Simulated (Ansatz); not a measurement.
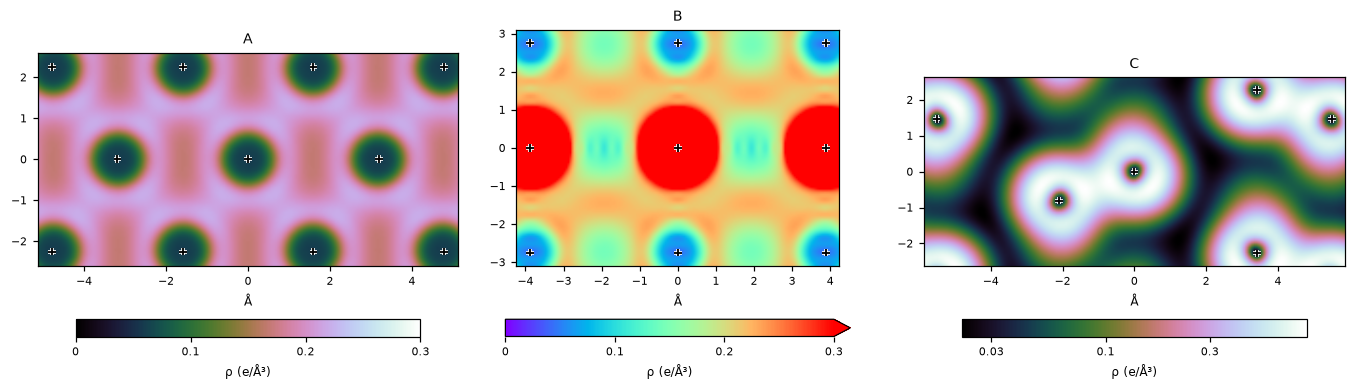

The valence pseudo-density of 3 systems, each on a plane through atoms (crosses mark nuclei in the plane).

Computed with DFT r2SCAN, scalar-relativistic, plane waves, PAW (Ansatz 0.2.0).

System 1: P, the (100) plane of the conventional cell. Space group Cmce.

```
P
1.0
     3.29938    0.00000    0.00000
     0.00000   11.02004    0.00000
     0.00000    0.00000    4.55802
P
8
Direct
  0.00000 0.09539 0.08853
  0.50000 0.59539 0.08853
  0.00000 0.40461 0.58853
  0.50000 0.90461 0.58853
  0.00000 0.90461 0.91147
  0.50000 0.40461 0.91147
  0.00000 0.59539 0.41147
  0.50000 0.09539 0.41147
```

System 2: Al, the (011̄) plane of the conventional cell. Space group Im-3m; a structure from a database of computed crystals, not necessarily the ambient phase; computed without spin polarisation.

```
Al
1.0
     3.18874    0.00000    0.00000
     0.00000    3.18874    0.00000
     0.00000    0.00000    3.18874
Al
2
Direct
  0.00000 0.00000 0.00000
  0.50000 0.50000 0.50000
```

System 3: Al₃Cu, the (001) plane of the calculation cell. Space group Pm-3m; a structure from a database of computed crystals, not necessarily the ambient phase; computed without spin polarisation.

Q: Match each panel to its system.

A: Panel A is system 2, Al: the plane holds Al. Al–Al (2.76 Å): the density is about 0.21 e/Å³ at the midpoint. Panel B is system 3, Al₃Cu: the plane holds Al and Cu. Al–Cu (2.75 Å): ρ is about 0.24 e/Å³ halfway, with its minimum of 0.21 e/Å³ about 1.2 Å from Al. Panel C is system 1, P: the plane holds P. P–P (2.25 Å): ρ at the midpoint is about 0.74 e/Å³.
